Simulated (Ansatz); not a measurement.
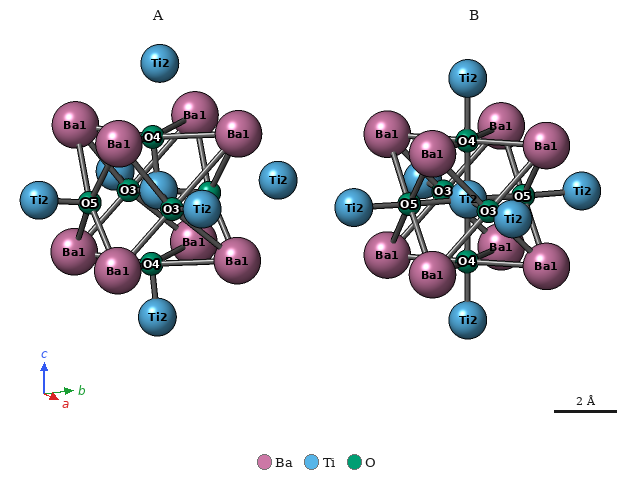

Two geometries of a crystal of BaTiO3 (set up in Amm2), drawn at one scale. One is the start of a relaxation, the other its converged end. Style: ball-and-stick. Shown: the atoms within 4.2 Å of the atom that moves most (axes of the cell of the calculation), slightly off an axis.

Method: DFT r2SCAN, scalar-relativistic, plane waves, PAW in Ansatz. Set-up: plane-wave cutoff 500 eV; k-point mesh 2 × 2 × 2; occupations gaussian; smearing width 0.02 eV; no spin polarisation; cell and atoms relaxed; force threshold 0.01 eV/Å; at most 60 steps.

### Which of the two is the end point?

Structure A is the relaxed one. Case: relaxed kmesh: [2, 2, 2] Gamma-centred. The atom that moves furthest relative to the cell is Ti2 (0.21 Å along [0 1 1]). By element the largest moves are Ti 0.21 Å, Ba 0.14 Å, O 0.13 Å. The drawn cell changes as follows: a 3.984 → 3.837 Å (−3.7 %), b = c 4.018 → 4.216 Å (+4.9 %), α 89.8° → 88.6°; the volume changes by +6.0 %. Some distances before and after: Ba1–O3 2.891 → 3.319 Å, Ti2–O4 2.066 → 2.444 Å, Ba1–Ti2 3.511 → 3.670 Å, Ti2–O4 (another image) 1.952 → 1.797 Å. Among the angles between lasting bonds that change: Ti2–O3–Ti2 174.8° → 155.6°, O3–Ti2–O3 174.8° → 155.6°, O4–Ti2–O5 91.1° → 102.9°. The space group stays Amm2 (No. 38). The energy falls by 0.556 eV per cell of the calculation in 9 accepted moves (11 points after the start). Largest force component: 1.7 eV/Å at the start, 0.0012 eV/Å at the end. Pressure: 0.90 GPa at the start and 0.02 GPa at the end. The line search rejected the trial step at point 2 of the run. The SCF was repeated once at an unchanged geometry on a basis and grid sized afresh for the cell, which shifted the energy by 1.7 meV per cell of the calculation at most.
